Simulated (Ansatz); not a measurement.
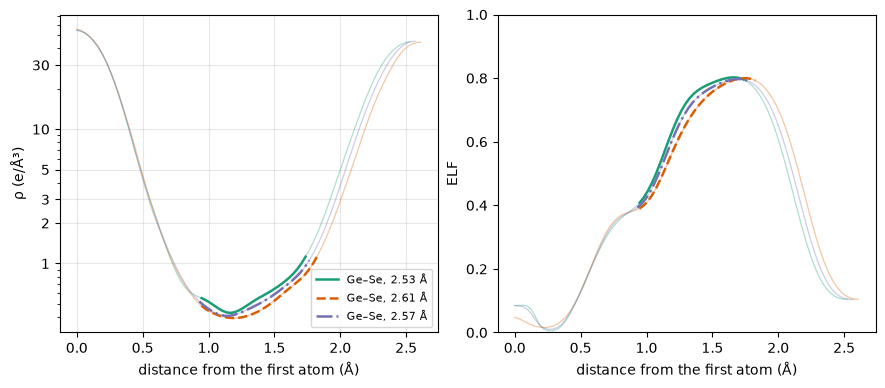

Ge₁₇Se₁₅ (cell with a defect). Valence pseudo-density and electron localisation function along straight lines between neighbouring atoms. Thin, pale parts lie inside the atomic spheres.

The calculation used Ansatz 0.2.0, DFT PBE+D3(BJ), scalar-relativistic, plane waves, PAW.

The density is the valence pseudo-density of a PAW calculation; it isn't the true density close to the nuclei.

Q: Compare the contacts.

A: Ge–Se (2.53 Å): ρ at the midpoint is about 0.47 e/Å³; the ELF is about 0.70 at the midpoint.
Ge–Se (2.61 Å): ρ at the midpoint is about 0.41 e/Å³; the ELF is about 0.65 at the midpoint.
Ge–Se (2.57 Å): ρ is about 0.45 e/Å³ halfway; the ELF is about 0.70 at the midpoint.
